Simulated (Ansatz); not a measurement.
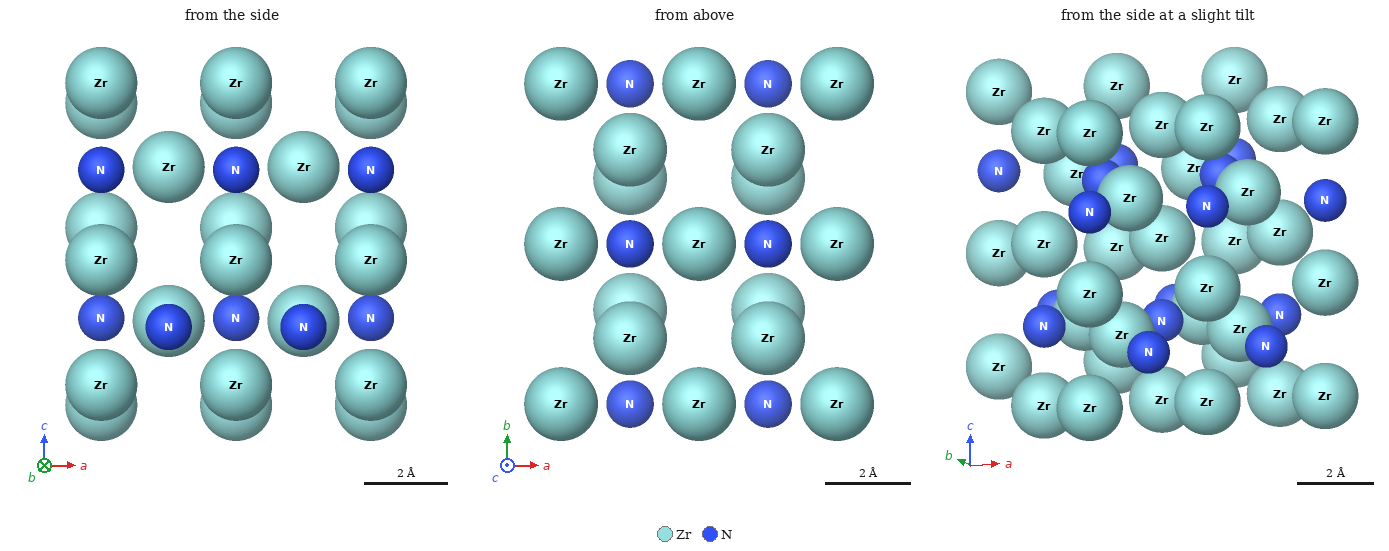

A spheres-only picture of a periodic slab, seen from the side, from above and from the side at a slight tilt. The surface normal points up in side views; the vacuum is left out. 2×1 cells are drawn in the plane, with atoms at the edges repeated.

The cell holds 10 Zr, 4 N. The slab was cut from bulk Zr2N (P4_2/mnm).

**What is the slab's thickness, atom centre to atom centre?**

About 8 Å from the lowest to the highest atom.

**On which plane does the slab lie?**

(1 1 0).

The model was built from a structure listed in the Materials Project, from which a slab was cut. The atoms were relaxed in a fixed cell with DFT PBEsol, scalar-relativistic, plane waves, PAW in Ansatz.
